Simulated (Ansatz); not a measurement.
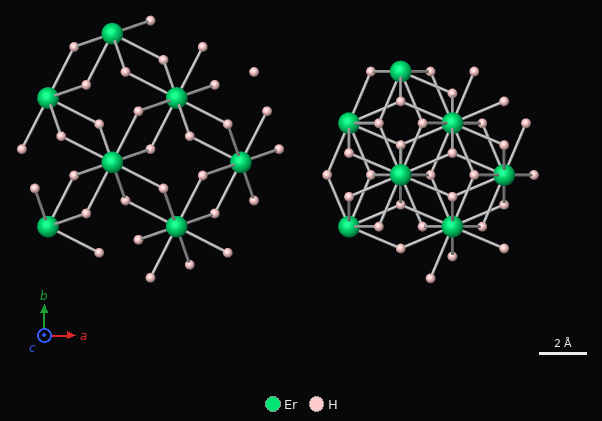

Two geometries of a crystal of ErH4 (a generated structure, set up in I4/m) (coarse preliminary run), drawn at one scale. One is the start of a relaxation, the other its converged end. The picture is a ball-and-stick view of the atoms within 5.8 Å of the atom that moves most (axes of the conventional cell (2 times the calculation's cell)), seen along the c axis. Lengths and directions refer to the drawn axes.

All numbers below come from DFT PBE, scalar-relativistic, plane waves, PAW; 4f electrons in the core of a trivalent norm-conserving potential in Ansatz 0.2.0. (plane-wave cutoff 770 eV; k-point mesh 6 × 6 × 6; occupations gaussian; smearing width 0.1 eV; no spin polarisation; cell and atoms relaxed; force threshold 0.04 eV/Å; at most 70 steps)

**Which one is relaxed?**

The right one is the relaxed one. After 7 accepted moves (8 points after the start) the energy has fallen by 237 meV per atom. The largest force component goes from 0.5 to 0.0015 eV/Å. Pressure: −13.41 GPa at the start and −0.15 GPa at the end. At 1 point the geometry stayed and the basis and grid were re-selected for the new cell (energy shift of less than 0.05 meV per atom at most each time). The largest moves relative to the cell, 0.45 Å, are those of H atoms. Er stays in place. The volume changes by −31.2 %, with a = b 5.477 → 4.403 Å (−19.6 %), c 3.442 → 3.664 Å (+6.5 %). Some distances before and after: Er–H 3.482 → 2.390 Å, Er–Er 3.442 → 3.664 Å, Er–H 2.433 → 2.229 Å, Er–H 2.445 → 2.392 Å. New bonds form, among them: Er–H (3.48 → 2.39 Å). Bond angles that change, for instance: Er–H–Er 90.0° → 110.5°, Er–H–Er 120.6° → 102.8°. The space group (tolerance 0.01 Å) goes from I4/m (No. 87) to I4/mmm (No. 139).
